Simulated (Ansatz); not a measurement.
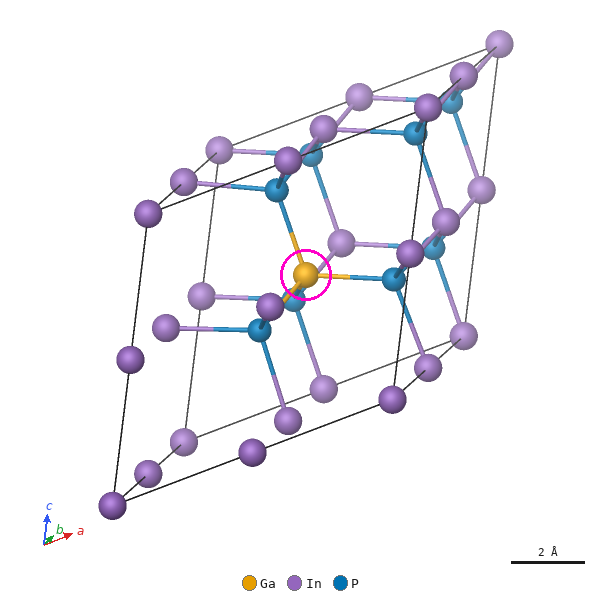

We look at a ball-and-stick model of the crystal slightly off an axis. Thin lines show the supercell, with boundary atoms drawn in all their periodic places. The host is InP, in a cell of 16 sites, and the cell is neutral. A ring marks the defect's site.

Where does the cell differ from the host, and how?

Gallium on an indium site (a substitutional impurity). It is bonded to four P in a tetrahedral arrangement at about 2.5 Å.

The atoms were relaxed in the host's cell with DFT PBE, scalar-relativistic, plane waves, PAW in Ansatz 0.2.0.
